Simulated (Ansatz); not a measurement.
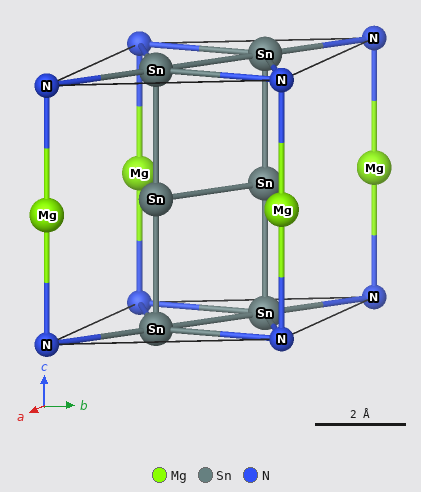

The structure (ball-and-stick view of the cell of the calculation, seen slightly off an axis). An atom can appear more than once, as a periodic image.

# Band-structure calculation, with input and output: MgSn$_{4}$N

System: MgSn$_{4}$N (6 atoms in the cell).
Method: DFT PBE, scalar-relativistic, plane waves, PAW, no spin polarisation (Ansatz 0.2.0).

The structure was made by a generator, so it may or may not be a known phase. Figures and captions count atoms from 1; the log counts them from 0 in places.

### Output
```
scf.n_extra_bands = 15 over 36 filled bands (N_el = 71.0): the run solves 51 bands
Engine: ansatz 0.2.0, x86_64-unknown-linux-gnu
Pseudopotentials: kind: paw
Pseudopotential: Mg, paw, valence charge 10, recommended cutoff 420 eV (normal), Mg.paw.azcp
Pseudopotential: Sn, paw, valence charge 14, recommended cutoff 420 eV (normal), Sn.paw.azcp
Pseudopotential: N, paw, valence charge 5, recommended cutoff 420 eV (normal), N.paw.azcp
Functional definition: PBE
  parameter kappa = 0.804
  parameter beta = 0.06672455060314922
  exchange = pbe_x(kappa = kappa, mu = beta*pi^2/3)
  correlation = pbe_c(beta = beta)
Crystal: 6 atoms, lattice volume = 140.356 Å³
Basis set: ecut = 420 eV, 2761 PW (Γ), exchange–correlation on 72×72×80 points (8 copies of the dense FFT grid, shifted against one another)
Bands: 51, of which v1, the nominal top of the filled ones, is band 36 counted from 1 (35 counted from 0)
Symmetry: 24 space group operations
Space group: P6/mmm (ITA 191), of the structure as read, at distance tolerance 5.2e-5 Å
k-points: 95 of 1152
Non-local potential: Mg, projectors of the file, l = 0: 3, l = 1: 2, l = 2: 1
Non-local potential: Sn, projectors of the file, l = 0: 2, l = 1: 2, l = 2: 2, l = 3: 2
Non-local potential: N, projectors of the file, l = 0: 2, l = 1: 2, l = 2: 1
PAW form: soft (Blöchl's): semilocal exchange-correlation on the pseudo side does not see the compensation charge
PAW one-centre angular grid: Mg, 110 points (default); XC on 64 Gauss nodes
PAW one-centre angular grid: Sn, 590 points (default); XC on 64 Gauss nodes
PAW one-centre angular grid: N, 110 points (default); XC on 64 Gauss nodes
Initial density: superposition of atomic densities (neutral atoms: chi_scale 0, normalization atom), corrected by the library's trained network
Initial wavefunctions: pseudopotential atomic-orbital guess
Functional: x = pbe(κ = 0.804, μ = 0.2195149727645171), c = pbe(β = 0.06672455060314922)
SCF iter   1: F=—  HF=-26400.964028 eV  |F-HF|=—  |Δ(HF+E_count)|=         —  Δρ=3.55e-3  dr2=1.75e-2  ethr=1.77e-3  ⟨swp⟩=7.9  Hψ=22528  notcnv=0  defer=288
preconditioner: auto → Kerker (q_TF=auto, 2.435 Å⁻¹)  [metal: Δε(μ)=0.026 eV  Ē_g=20.383 eV  σ=0.100 eV  W_gap=0.15  n_scr=28 (ndim 8)  ℏωp=24.9 eV  f_vac=0.000  D(μ)=2.54/eV (n_scr^D=20)]
SCF iter   2: F=—  HF=-26400.962383 eV  |F-HF|=—  |Δ(HF+E_count)|=   1.64e-3  Δρ=1.76e-3  dr2=6.09e-3  ethr=2.47e-5  ⟨swp⟩=1.7  Hψ=5968  notcnv=0  defer=315
SCF iter   3: F=—  HF=-26400.961362 eV  |F-HF|=—  |Δ(HF+E_count)|=   1.02e-3  Δρ=3.35e-4  dr2=4.53e-4  ethr=8.58e-6  ⟨swp⟩=1.8  Hψ=4637  notcnv=0  defer=315
SCF iter   4: F=—  HF=-26400.961280 eV  |F-HF|=—  |Δ(HF+E_count)|=   8.12e-5  Δρ=1.02e-4  dr2=2.01e-5  ethr=6.39e-7  ⟨swp⟩=2.1  Hψ=6864  notcnv=0  defer=315
SCF iter   5: F=—  HF=-26400.961288 eV  |F-HF|=—  |Δ(HF+E_count)|=   7.55e-6  Δρ=3.36e-5  dr2=1.59e-6  ethr=2.84e-8  ⟨swp⟩=2.0  Hψ=7093  notcnv=0  defer=315
SCF iter   6: F=—  HF=-26400.961288 eV  |F-HF|=—  |Δ(HF+E_count)|=  2.11e-10  Δρ=1.16e-5  dr2=4.08e-7  ethr=2.23e-9  ⟨swp⟩=2.0  Hψ=4386  notcnv=0  defer=315
SCF iter   7: F=-26400.961288 eV  HF=-26400.961288 eV  |F-HF|=6.59e-9  |Δ(HF+E_count)|=   7.81e-8  Δρ=2.71e-6  dr2=1.60e-8  ethr=1.41e-10  ⟨swp⟩=14.9  Hψ=39190  notcnv=0
SCF 1 converged in 7 iterations: F = -26400.961288 eV  dr2 = 1.60e-8
  greatest PAW one-centre occupation: 1.000 electrons in one spin orbital (limit 2), on the Mg atom at site 0 (counted from 0), in its partial waves of l = 0
NSCF: frozen V_eff on 129 k-points
NSCF: frozen V_eff on 162 k-points
SCF converged after 7 iterations
Free energy (F): -26400.961288 eV
Harris-Foulkes:  -26400.961288 eV  (|F-HF|=6.59e-9)
Internal energy: -26400.948861 eV  (E = F + TS)
E sigma→0 (E₀):  -26400.955075 eV
Entropy (-TS):   -0.012427 eV (-2.071 meV/atom)
Fermi energy:    9.342456 eV
--- Per-component energies (eV) ---
  E_band       = -710.886962
  E_kinetic    = 941.942317
  E_local      = -5307.631805  (includes V_loc(G=0)·N_el)
  E_nonlocal   = 13.089139
  E_hartree    = 2801.606048
  E_xc         = -1616.447866
  E_vxc        = -494.122438  (∫ρ·V_xc dr)
  E_paw        = -16963.746283  (= ΣΔE_a)
  E_vpaw       = -1467.376276  (= ΣTr[D̂ρ^β])
  E_aug_tail   = 0.000077  (compensation charges beyond the density's cutoff)
  E_ewald      = -6269.760488
  E_smearing   = -0.012427  (= −TS)
  E_closure    = -0.000000  (closes the sum)
  Σ components = -26400.961288   (vs F -26400.961288, Δ=0.00e0)
--- Forces (eV/Å), atoms counted from 1 ---
  atom   1  Mg    -0.00000000     0.00000000     0.00000000
  atom   2  Sn     0.00000000    -0.00000000     0.00000000
  atom   3  Sn    -0.00000000     0.00000000    -0.00000000
  atom   4  Sn     0.00000000     0.00000000    -0.00000000
  atom   5  Sn    -0.00000000    -0.00000000     0.00000000
  atom   6  N     -0.00000000     0.00000000     0.00000000
  max |Σ_I F_I| component: 5.55e-17 eV/Å
--- Stress (GPa, compression-positive) ---
       -0.014230       0.000000      -0.000000
        0.000000      -0.014230       0.000000
       -0.000000       0.000000      -0.017976
  P = ⅓ Tr σ = -0.0155 GPa (-0.155 kbar)
--- Band table (eV; the first three rows and the last of 95) ---
  k-point 0: bands = ["-67.0411", "-33.8076", "-33.8076", "-33.7728", "-12.3757", "-12.2441", "-12.1733", "-12.1733", "-12.1339", "-12.1339", "-12.1123", "-12.1123", "-12.0714", "-12.0714", "-12.0248", "-12.0248", "-12.0021", "-12.0021", "-11.9822", "-11.9822", "-11.9203", "-11.9111", "-11.9111", "-11.7386", "-3.0134", "-0.8002", "2.6712", "3.8366", "4.6716", "6.5823", "6.5823", "7.3450", "7.3450", "8.1851", "8.7427", "8.8663", "9.4898", "9.4898", "9.8343", "9.8343", "11.1897", "14.5379", "14.5379", "15.1439", "15.1439", "15.2305", "15.2305", "15.4848", "17.7457", "19.1073", "20.8149"]
  k-point 1: bands = ["-67.0411", "-33.8076", "-33.8076", "-33.7728", "-12.3585", "-12.2253", "-12.1664", "-12.1664", "-12.1332", "-12.1332", "-12.1130", "-12.1130", "-12.0655", "-12.0655", "-12.0241", "-12.0241", "-12.0028", "-12.0028", "-11.9895", "-11.9895", "-11.9378", "-11.9172", "-11.9172", "-11.7583", "-2.9965", "-0.7766", "2.2575", "3.9021", "5.2495", "6.6490", "6.6490", "7.2998", "7.3751", "7.3751", "8.7856", "9.3030", "9.3030", "9.7637", "9.7637", "9.7988", "11.3702", "14.7062", "14.7062", "14.7100", "14.8457", "14.8457", "15.8887", "15.8887", "17.2737", "20.0034", "20.0888"]
  k-point 2: bands = ["-67.0411", "-33.8076", "-33.8076", "-33.7728", "-12.3094", "-12.1716", "-12.1470", "-12.1470", "-12.1311", "-12.1311", "-12.1144", "-12.1144", "-12.0490", "-12.0490", "-12.0223", "-12.0223", "-12.0103", "-12.0103", "-12.0043", "-12.0043", "-11.9874", "-11.9345", "-11.9345", "-11.8141", "-2.9546", "-0.7077", "1.5905", "4.0996", "6.3547", "6.3998", "6.8424", "6.8424", "7.4537", "7.4537", "8.6416", "8.8573", "8.8573", "9.5907", "9.5907", "11.2516", "11.7565", "13.2234", "14.4172", "14.4172", "15.6583", "15.6583", "16.5572", "16.8053", "16.8053", "18.3281", "21.2347"]
  k-point 94: bands = ["-67.0411", "-33.8077", "-33.8077", "-33.7728", "-12.2241", "-12.2149", "-12.1503", "-12.1503", "-12.1469", "-12.1469", "-12.0945", "-12.0855", "-12.0416", "-12.0416", "-12.0310", "-12.0310", "-11.9896", "-11.9896", "-11.9879", "-11.9879", "-11.9877", "-11.9750", "-11.9122", "-11.9103", "-2.6070", "1.2698", "1.2698", "1.6349", "1.6349", "4.6374", "7.5321", "8.4536", "8.4536", "8.7179", "9.9648", "9.9648", "11.5305", "11.5305", "11.7926", "11.7926", "12.6340", "12.6841", "12.6841", "13.4108", "15.8661", "16.5385", "17.2939", "17.7528", "17.7528", "17.8113", "18.7533"]
--- Löwdin populations: 6 sites ---
  site symbol       q [e]
     0     Mg      8.6420
     1     Sn     14.3187
     2     Sn     14.3187
     3     Sn     13.7873
     4     Sn     13.7873
     5      N      5.8127
  spilling = 0.004694 (of n_electrons = 71.000000)
--- Bader charges: 6 sites ---
  site symbol  charge [e]  shift [e]
     0     Mg      1.4431     0.0000
     1     Sn     -0.4718     0.0000
     2     Sn     -0.4718     0.0000
     3     Sn      0.3068     0.0000
     4     Sn      0.3068     0.0000
     5      N     -1.1130     0.0000
  estimated error of the sums over rays = 3.8e-4 e
```

### File bader_charges.tsv
```
# site	symbol	x_ang	y_ang	z_ang	partial_charge_e	electrons	volume_ang3	relative_density_drop	shared_charge_e	partial_wave_shift_e
# quadrature_error_electrons = 3.8e-4
0	Mg	0.0000	0.0000	2.9329	1.44313	10.55687	8.85	-	1.44313	0.00003
1	Sn	0.0000	3.0348	2.9329	-0.47183	50.47183	30.02	-	-0.47183	0.00001
2	Sn	2.6282	1.5174	2.9329	-0.47183	50.47183	30.02	-	-0.47183	0.00001
3	Sn	0.0000	3.0348	0.0000	0.30675	49.69325	25.13	-	0.30675	0.00000
4	Sn	2.6282	1.5174	0.0000	0.30675	49.69325	25.13	-	0.30675	0.00000
5	N	0.0000	0.0000	0.0000	-1.11299	8.11299	21.21	-	-1.11299	0.00001
```

### File populations.tsv
```
# site	symbol	l	j	q
# orbitals = lowdin
# n_electrons = 71.000000
# spilling = 0.004694
0	Mg	0_2S	-	1.995960
0	Mg	0_3S	-	0.646254
0	Mg	1_2P	-	5.999798
1	Sn	0_5S	-	1.562742
1	Sn	1_5P	-	2.764102
1	Sn	2_4D	-	9.991833
2	Sn	0_5S	-	1.562742
2	Sn	1_5P	-	2.764102
2	Sn	2_4D	-	9.991833
3	Sn	0_5S	-	1.552610
3	Sn	1_5P	-	2.241877
3	Sn	2_4D	-	9.992845
4	Sn	0_5S	-	1.552610
4	Sn	1_5P	-	2.241877
4	Sn	2_4D	-	9.992845
5	N	0_2S	-	1.922564
5	N	1_2P	-	3.890137
```

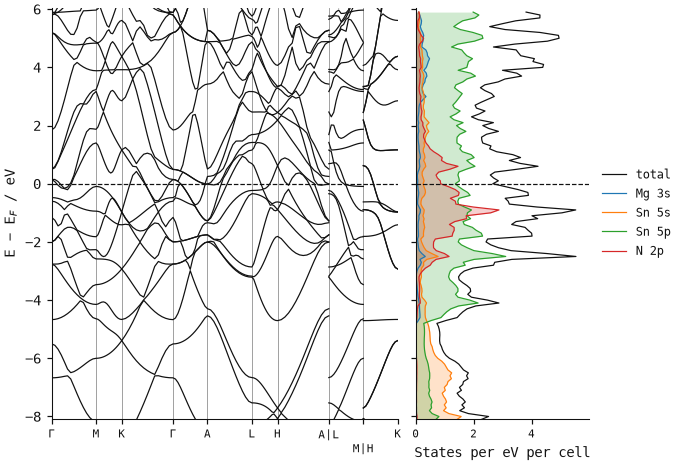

Band structure along Γ–M–K–Γ–A–L–H–A|L–M|H–K and density of states (projected on Löwdin-orthogonalised atomic shells), with energies from the Fermi level. Bands cross the Fermi level: a metal at this level of theory.

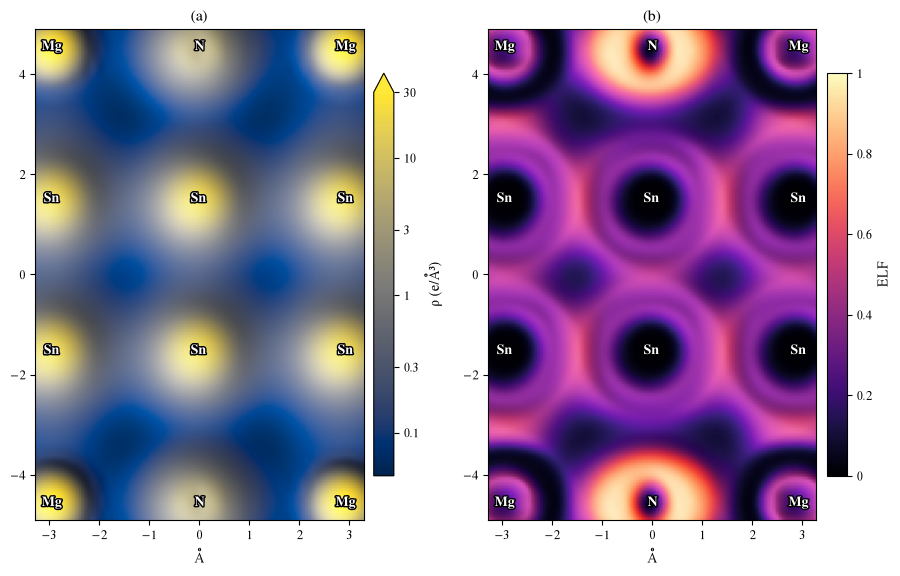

(a) valence pseudo-density; (b) electron localisation function on the (110) plane of the conventional cell. Atoms in the plane: Mg, Sn and N. Sn–Sn (2.93 Å): ρ is about 0.29 e/Å³ halfway; the ELF is about 0.55 at the midpoint; no localised pair between them. Sn–Sn (3.03 Å): the density is about 0.24 e/Å³ at the midpoint; the ELF is about 0.45 at the midpoint (no localised pair between them). Away from the nuclei the density in this plane falls to 0.05 e/Å³ at its lowest. In a PAW calculation such maps are meaningful between the atoms, not at the nuclei.

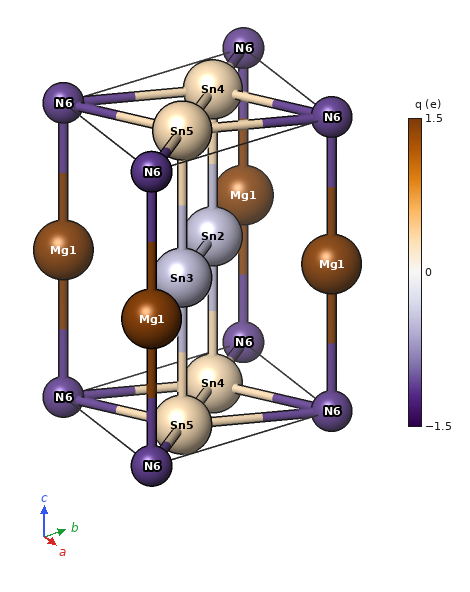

Bader charges, as the colour of each atom (ball-and-stick view of the cell of the calculation, seen slightly off an axis; atoms are numbered from 1 in the order of the input). By element: Mg +1.44, Sn −0.47 to +0.31 and N −1.11 e.

The run was set up as follows.

### Input file
```yaml
crystal:
  lattice:
    - [5.25638416, 0.0, 0.0]
    - [-2.62819208, 4.5521622146, 0.0]
    - [0.0, 0.0, 5.8657958131]
  atoms:
    - { symbol: Mg, position: [0.0, 0.0, 0.5] }
    - { symbol: Sn, position: [0.3333333333, 0.6666666667, 0.5] }
    - { symbol: Sn, position: [0.6666666667, 0.3333333333, 0.5] }
    - { symbol: Sn, position: [0.3333333333, 0.6666666667, 0.0] }
    - { symbol: Sn, position: [0.6666666667, 0.3333333333, 0.0] }
    - { symbol: "N", position: [0.0, 0.0, 0.0] }
basis:
  ecutwfc: 420
kpoints:
  mp_grid: { grid: [12, 12, 8] }
  band_path:
    path:
      - [[0.0, 0.0, 0.0], [0.5, 0.0, 0.0], [0.33333333, 0.33333333, 0.0], [0.0, 0.0, 0.0], [0.0, 0.0, 0.5], [0.5, 0.0, 0.5], [0.33333333, 0.33333333, 0.5], [0.0, 0.0, 0.5]]
      - [[0.5, 0.0, 0.5], [0.5, 0.0, 0.0]]
      - [[0.33333333, 0.33333333, 0.5], [0.33333333, 0.33333333, 0.0]]
    npoints: 14
hamiltonian:
  xc: pbe
scf:
  occupations: { method: gaussian, width: 0.1 }
  n_extra_bands: 15
output:
  forces: true
  stress: true
  eigenvalues: true
  populations: true
  dos: { projected: true, de: 0.02, nscf_kmesh: { grid: [15, 15, 10] } }
  bader: true
  write_density: true
  write_potential: true
  elf: true
  volumetric_format: npy
```

Command:
```bash
ansatz run input.yaml --threads 1 --pin off --max-ram 2560MiB --backend cpu --events-out ev --progress --plain --runs-dir out
```

### Results in brief

| quantity | value |
| --- | --- |
| outcome | converged |
| space group (tolerance 0.01 Å) | P6/mmm (191) |
| electrons treated | 71 |
| free energy | −26400.9613 eV |
| Fermi energy | 9.342 eV |
| gap on the k-point mesh | none (metallic) |
| pressure | −0.02 GPa |
| largest force (length of the vector) | under 0.001 eV/Å |
| hardware | 1 thread of Intel Xeon @ 2.50GHz (Skylake/Cascade Lake), 189 GiB of memory available, shared host |
| wall time | 4.5 min |
| peak memory | 0.97 GiB |

### Remarks

The cell holds an odd number of electrons but the run has no spin polarisation, so a band is left half filled.
